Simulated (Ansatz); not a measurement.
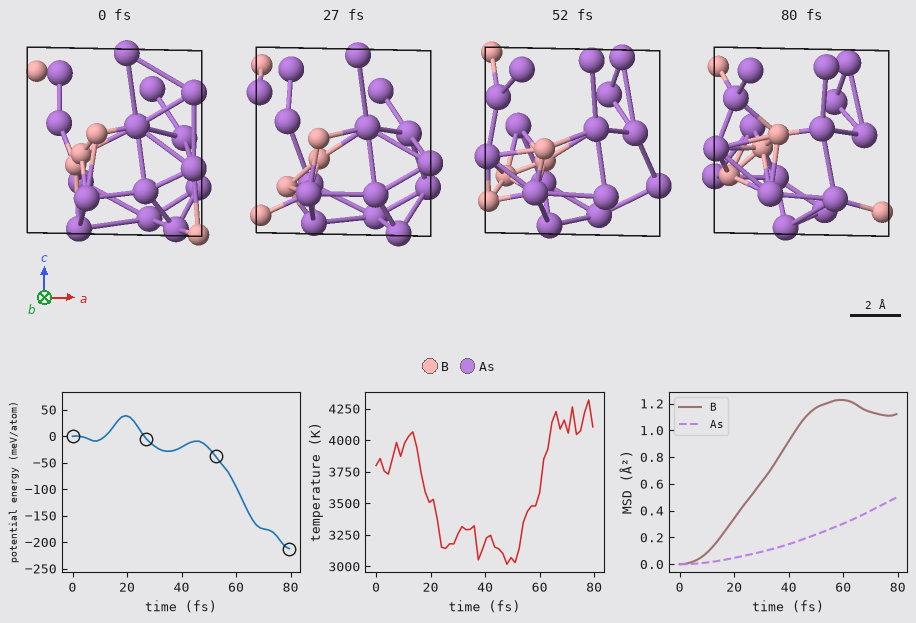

A Born-Oppenheimer molecular dynamics run of an amorphous cell of composition BAs3 (20 atoms in the cell), 80 fs long. Frames and the history of the run. The picture is a ball-and-stick view of the simulation cell, seen along the b axis. Atoms that leave the cell re-enter on the other side. Bonds to atoms that aren't drawn are left out.

The calculation used DFT PBE, scalar-relativistic, plane waves, PAW in Ansatz. Set-up: plane-wave cutoff 420 eV; k-point mesh 1 × 1 × 1; Fermi-Dirac smearing 0.345 eV; set temperature 4000 K; time step 1.5 fs.

Input file:
```yaml
crystal:
  lattice:
    - [7.115002, 0.121684, -0.076226]
    - [0.121684, 7.457979, 0.065573]
    - [-0.076226, 0.065573, 7.560504]
  atoms:
    - { symbol: B, position: [0.0497891401, 0.5030330182, 0.8674880822] }
    - { symbol: B, position: [0.3048120941, 0.495074859, 0.4272211246] }
    - { symbol: B, position: [0.9764424535, 0.3323240671, 0.0038389554] }
    - { symbol: B, position: [0.3933212824, 0.3411829044, 0.5367580453] }
    - { symbol: B, position: [0.2726238101, 0.6874441682, 0.3672792272] }
    - { symbol: As, position: [0.6729108162, 0.4183090982, 0.2320541464] }
    - { symbol: As, position: [0.9488668749, 0.322039578, 0.3604248154] }
    - { symbol: As, position: [0.694466125, 0.9183432984, 0.0844761618] }
    - { symbol: As, position: [0.8471818628, 0.6179575847, 0.0309336093] }
    - { symbol: As, position: [0.9507385981, 0.2672662205, 0.7698502312] }
    - { symbol: As, position: [0.6234824331, 0.4134093352, 0.5823582427] }
    - { symbol: As, position: [0.1816354343, 0.991794533, 0.8588910345] }
    - { symbol: As, position: [0.2914613367, 0.7258208328, 0.0227295666] }
    - { symbol: As, position: [0.9766909652, 0.92093421, 0.2590823749] }
    - { symbol: As, position: [0.3357017787, 0.3233701576, 0.1875159142] }
    - { symbol: As, position: [0.1779081782, 0.8821486426, 0.5899796128] }
    - { symbol: As, position: [0.3020288358, 0.9708620217, 0.276958264] }
    - { symbol: As, position: [0.8953576543, 0.6838461626, 0.5236402413] }
    - { symbol: As, position: [0.7117039815, 0.8317121012, 0.784503906] }
    - { symbol: As, position: [0.5654054589, 0.2693005781, 0.9747039432] }
  symmetry: { detect: false }
basis:
  ecutwfc: 420
  xc_grid: 1
kpoints:
  mp_grid: { grid: [1, 1, 1], shift: [0.25, 0.25, 0.25] }
hamiltonian:
  xc: pbe
scf:
  occupations: { method: fermi_dirac, width: 0.3447 }
  lower_state_search: "off"
  convergence: { dr2_threshold: 1.0e-05 }
output:
  forces: true
  stress: true
md:
  timestep: 1.5
  n_steps: 53
  ensemble: nvt_langevin
  friction: 0.005
  temperature: 4000.0
  initial_velocities: maxwell_boltzmann
  seed: 88238
```

Run as
```bash
ansatz run input.yaml --threads 2 --pin off --max-ram 5120MiB --backend cpu --events-out ev --progress --plain --runs-dir out
```

Question: Describe the run.

Answer: Root-mean-square distances from the starting positions over the second half, with the common drift of all atoms taken out: B 1.07 Å, As 0.56 Å. That is already a fair part of the typical shortest distance between atoms in the first frame, about 2.2 Å and still growing, as in a liquid, though 80 fs is too short to measure diffusion. Bond changes: 3 As–B bonds break between 34 fs and 51 fs; 3 As–B bonds form between 40 fs and 60 fs; one B–B bond forms at about 48 fs; one As–As bond breaks at about 78 fs. Over the second half the temperature averages 3665 K (spread ±460 K). The potential energy is still drifting at the end, so the run hasn't reached equilibrium. The potential energy in the second half lies on average 101 meV per atom below the first frame. The mean pressure there is 8.7 GPa.

Limits of the set-up: the periodic images lie only 7.1 Å apart, so the values are limited by the cell's size.

Cost: 7.4 min on 2 threads of Intel(R) Xeon(R) Processor @ 2.50GHz (Skylake/Cascade Lake) (shared host), peak memory 0.68 GiB.
